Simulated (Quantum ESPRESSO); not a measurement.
**Single-point calculation, with input and output: MoSe (part 2 of 2)**

Continued. System: MoSe (2 atoms in the cell). Method: Kohn-Sham DFT of a periodic cell, PBE, SSSP 1.3 efficiency PBE, no spin polarisation (Quantum ESPRESSO 7.5); cutoff 816.34 eV, 8×8×8 k-mesh, fermi-dirac of 0.05 eV. The structure was made by swapping elements on the sites of another compound; it need not be a known phase.

Geometry of the input (Å; fractional positions):
```
3.5002  0.0000  0.0000
0.0000  3.5002  0.0000
0.0000  0.0000  3.5002
Mo 0.0000  0.0000  0.0000
Se 0.5000  0.5000  0.5000
```

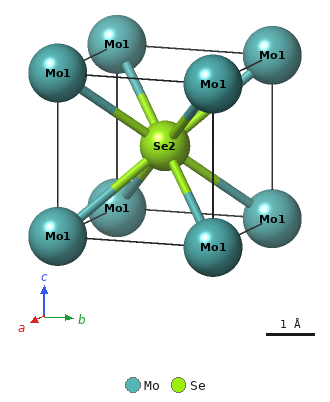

*The structure as given in the input (ball-and-stick view of the cell of the calculation, seen slightly off an axis; atoms are numbered from 1 in the order of the input). An atom can appear more than once, as a periodic image.*

### The program's output, continued
```
          k = 0.0000 0.2500 0.3750 (  2269 PWs)   bands (ev):

   -49.8687 -23.9093 -23.8783 -23.8359  -1.9666   6.0334   7.6172   9.3934
    10.1270  11.3770  11.8381  12.2509  13.0475  15.8323  18.0834  20.3697

          k = 0.0000 0.2500-0.5000 (  2270 PWs)   bands (ev):

   -49.8680 -23.9208 -23.8770 -23.8349  -1.8524   5.6884   7.7359   9.3842
    10.0639  11.4507  11.9888  12.5120  12.9149  15.5355  17.8444  20.2805

          k = 0.0000 0.3750 0.3750 (  2266 PWs)   bands (ev):

   -49.8671 -23.9063 -23.9054 -23.8336  -1.7835   6.4579   6.9818   9.8392
     9.9599  11.1013  11.5071  12.3806  12.4720  15.0850  18.8990  20.6363

          k = 0.0000 0.3750-0.5000 (  2260 PWs)   bands (ev):

   -49.8665 -23.9172 -23.9044 -23.8326  -1.7025   6.3824   7.0531   9.7653
    10.0634  11.1091  11.3999  11.9468  12.6403  14.8771  19.1082  20.5517

          k = 0.0000-0.5000-0.5000 (  2216 PWs)   bands (ev):

   -49.8658 -23.9157 -23.9157 -23.8317  -1.6366   6.7845   6.7845   9.4368
    10.9152  10.9800  10.9800  11.2061  12.7725  14.7516  20.0498  20.0498

          k = 0.1250 0.1250 0.1250 (  2253 PWs)   bands (ev):

   -49.8727 -23.8558 -23.8545 -23.8545  -2.6153   8.1532   8.4471   8.4471
    10.4996  10.4996  12.0265  12.1682  12.1682  14.9182  20.0564  20.0564

          k = 0.1250 0.1250 0.2500 (  2275 PWs)   bands (ev):

   -49.8712 -23.8832 -23.8527 -23.8519  -2.3584   6.8520   8.4026   8.6170
    10.1980  11.1377  11.7179  12.3667  12.9192  15.8278  19.5501  19.7081

          k = 0.1250 0.1250 0.3750 (  2271 PWs)   bands (ev):

   -49.8696 -23.9113 -23.8500 -23.8493  -2.0665   5.7540   8.3161   8.8780
    10.0986  11.4789  11.9749  12.4859  13.6136  16.2531  18.1853  19.0316

          k = 0.1250 0.1250-0.5000 (  2260 PWs)   bands (ev):

   -49.8689 -23.9230 -23.8489 -23.8482  -1.9320   5.3380   8.2702   8.9623
    10.0926  11.5974  12.1526  12.5949  13.9239  16.6857  17.1211  18.9880

          k = 0.1250 0.2500 0.2500 (  2266 PWs)   bands (ev):

   -49.8696 -23.8811 -23.8793 -23.8497  -2.1382   6.9165   7.5165   8.6434
    10.3740  11.0737  11.7855  12.2561  13.1211  16.0412  19.1548  20.4025

          k = 0.1250 0.2500 0.3750 (  2273 PWs)   bands (ev):

   -49.8680 -23.9080 -23.8772 -23.8472  -1.8923   6.1576   7.5550   8.9140
    10.3071  11.1838  11.5766  12.4499  13.4092  15.8421  18.3181  19.6809

          k = 0.1250 0.2500-0.5000 (  2266 PWs)   bands (ev):

   -49.8674 -23.9194 -23.8759 -23.8461  -1.7809   5.8012   7.6144   9.1264
    10.2494  11.2319  11.3657  12.6302  13.6075  15.7169  17.9660  19.0959

          k = 0.1250 0.3750 0.3750 (  2257 PWs)   bands (ev):

   -49.8665 -23.9050 -23.9041 -23.8447  -1.7017   6.5175   6.8974   9.1042
    10.2058  11.2214  11.2292  12.5786  13.0629  15.2188  18.5159  19.7129

          k = 0.1250 0.3750-0.5000 (  2276 PWs)   bands (ev):

   -49.8658 -23.9158 -23.9031 -23.8437  -1.6169   6.3792   6.9502   9.2921
     9.9850  11.1373  11.2138  12.6957  12.9518  14.9674  18.7379  19.2548

          k = 0.1250-0.5000-0.5000 (  2272 PWs)   bands (ev):

   -49.8652 -23.9144 -23.9144 -23.8427  -1.5444   6.6814   6.6814   9.3337
     9.7468  11.2274  11.2274  12.5557  12.7810  14.7604  19.1297  19.1297

          k = 0.2500 0.2500 0.2500 (  2256 PWs)   bands (ev):

   -49.8680 -23.8789 -23.8765 -23.8765  -1.9313   7.4110   7.4110   7.4181
    10.8250  10.8250  11.5529  12.9790  12.9790  15.7214  19.4910  19.4910

          k = 0.2500 0.2500 0.3750 (  2270 PWs)   bands (ev):

   -49.8665 -23.9047 -23.8751 -23.8736  -1.7010   6.4412   7.2974   8.0570
    10.7455  11.0925  11.2632  12.7743  13.6718  15.6915  18.1247  18.5067

          k = 0.2500 0.2500-0.5000 (  2278 PWs)   bands (ev):

   -49.8658 -23.9160 -23.8739 -23.8725  -1.5970   6.0745   7.2487   8.4111
    10.7370  10.9195  11.2417  12.7872  14.0136  15.8891  17.5388  17.7881

          k = 0.2500 0.3750 0.3750 (  2281 PWs)   bands (ev):

   -49.8649 -23.9018 -23.9010 -23.8716  -1.4890   6.6177   6.7061   7.8471
    10.7477  11.2941  11.4923  12.9293  13.6464  15.4534  17.3148  18.0544

          k = 0.2500 0.3750-0.5000 (  2282 PWs)   bands (ev):

   -49.8643 -23.9126 -23.9001 -23.8704  -1.3937   6.3454   6.7181   7.8950
    10.6724  11.4895  11.6181  12.8467  13.8101  15.2083  17.3264  17.5164

          k = 0.2500-0.5000-0.5000 (  2284 PWs)   bands (ev):

   -49.8636 -23.9112 -23.9112 -23.8693  -1.3026   6.4553   6.4553   7.7470
    10.6324  11.9081  11.9081  12.8017  13.5413  14.7494  17.4385  17.4385

          k = 0.3750 0.3750 0.3750 (  2290 PWs)   bands (ev):

   -49.8634 -23.8990 -23.8979 -23.8979  -1.2500   6.5293   6.5293   6.9955
    11.4784  11.7256  11.7256  13.5701  13.5701  15.4934  16.4892  16.4892

          k = 0.3750 0.3750-0.5000 (  2288 PWs)   bands (ev):

   -49.8627 -23.9093 -23.8974 -23.8966  -1.1411   6.2844   6.4596   6.8763
    11.7549  11.8093  12.3865  13.0405  14.1381  15.4984  15.6028  16.2643

          k = 0.3750-0.5000-0.5000 (  2288 PWs)   bands (ev):

   -49.8621 -23.9080 -23.9080 -23.8957  -1.0254   6.2535   6.2535   6.6020
    11.9120  12.8225  12.9232  12.9232  14.0441  14.5784  15.7385  15.7385

          k =-0.5000-0.5000-0.5000 (  2272 PWs)   bands (ev):

   -49.8615 -23.9066 -23.9066 -23.9066  -0.8968   6.1755   6.1755   6.1755
    12.8312  12.8312  14.1936  14.1936  14.1936  14.2327  14.2327  14.2327

     the Fermi energy is    11.4751 ev

!    total energy              =    -180.63487127 Ry
     estimated scf accuracy    <          4.8E-12 Ry
     smearing contrib. (-TS)   =      -0.00211444 Ry
     internal energy E=F+TS    =    -180.63275683 Ry

     The total energy is F=E-TS. E is the sum of the following terms:
     one-electron contribution =     -46.06148227 Ry
     hartree contribution      =      30.32656927 Ry
     xc contribution           =     -45.01255853 Ry
     ewald contribution        =    -119.88528529 Ry

     convergence has been achieved in   8 iterations

     Forces acting on atoms (cartesian axes, Ry/au):

     atom    1 type  1   force =     0.00000000    0.00000000    0.00000000
     atom    2 type  2   force =     0.00000000    0.00000000    0.00000000

     Total force =     0.000000     Total SCF correction =     0.000000

     Computing stress (Cartesian axis) and pressure

          total   stress  (Ry/bohr**3)                   (kbar)     P=     -262.35
  -0.00178339   0.00000000   0.00000000         -262.35        0.00        0.00
   0.00000000  -0.00178339   0.00000000            0.00     -262.35        0.00
   0.00000000   0.00000000  -0.00178339            0.00        0.00     -262.35

=------------------------------------------------------------------------------=
   JOB DONE.
=------------------------------------------------------------------------------=
```

### File pp_density.out
```
This program is part of the open-source Quantum ESPRESSO suite
     for quantum simulation of materials; please cite
         "P. Giannozzi et al., J. Phys.:Condens. Matter 21 395502 (2009);
         "P. Giannozzi et al., J. Phys.:Condens. Matter 29 465901 (2017);
         "P. Giannozzi et al., J. Chem. Phys. 152 154105 (2020);
          URL
     in publications or presentations arising from this work. More details at

     ./tmp/pwscf.save/

     IMPORTANT: XC functional enforced from input :
     Exchange-correlation= PBE
                           (   1   4   3   4   0   0   0)
     Any further DFT definition will be discarded
     Please, verify this is what you really want

     G-vector sticks info
     --------------------
     sticks:   dense  smooth     PW     G-vecs:    dense   smooth      PW
     Sum        1533     845    253                45025    18037    3071

     Using Slab Decomposition

     Calling punch_plot, plot_num =   0
     Writing data to file  density.dat
     Reading data from file  density.dat

     Writing data to be plotted to file density.cube
     Plot Type: 3D                     Output format: Gaussian cube

=------------------------------------------------------------------------------=
   JOB DONE.
=------------------------------------------------------------------------------=
```

### File pp_potential.out
```
This program is part of the open-source Quantum ESPRESSO suite
     for quantum simulation of materials; please cite
         "P. Giannozzi et al., J. Phys.:Condens. Matter 21 395502 (2009);
         "P. Giannozzi et al., J. Phys.:Condens. Matter 29 465901 (2017);
         "P. Giannozzi et al., J. Chem. Phys. 152 154105 (2020);
          URL
     in publications or presentations arising from this work. More details at

     ./tmp/pwscf.save/

     IMPORTANT: XC functional enforced from input :
     Exchange-correlation= PBE
                           (   1   4   3   4   0   0   0)
     Any further DFT definition will be discarded
     Please, verify this is what you really want

     G-vector sticks info
     --------------------
     sticks:   dense  smooth     PW     G-vecs:    dense   smooth      PW
     Sum        1533     845    253                45025    18037    3071

     Using Slab Decomposition

     Calling punch_plot, plot_num =  11
     Writing data to file  potential.dat
     Reading data from file  potential.dat

     Writing data to be plotted to file potential.cube
     Plot Type: 3D                     Output format: Gaussian cube

=------------------------------------------------------------------------------=
   JOB DONE.
=------------------------------------------------------------------------------=
```

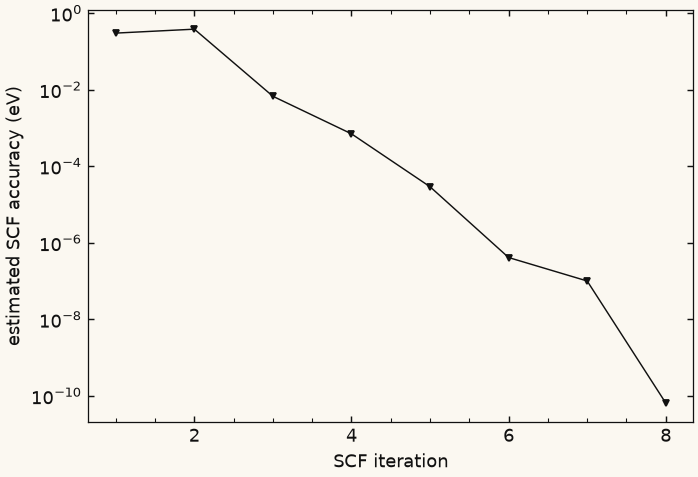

*Convergence of the self-consistent field: estimated SCF accuracy against the iteration.*

The field takes 8 iterations in all.

### Results in brief

| quantity | value |
| --- | --- |
| outcome | converged |
| space group (tolerance 0.01 Å) | Pm-3m (221) |
| electrons treated | 20 |
| free energy | −2457.6626 eV |
| Fermi energy | 11.475 eV |
| gap on the k-point mesh | none (metallic) |
| pressure | −26.23 GPa |
| largest force (length of the vector) | under 0.001 eV/Å |
| hardware | 1 thread of Arm Neoverse V1, 112 GiB of memory available, shared host |
| wall time | 24 s |
| peak memory | 0.2 GiB |

### Notes

The cell is under a tension of 26 GPa at this level, so it is not at its equilibrium volume.
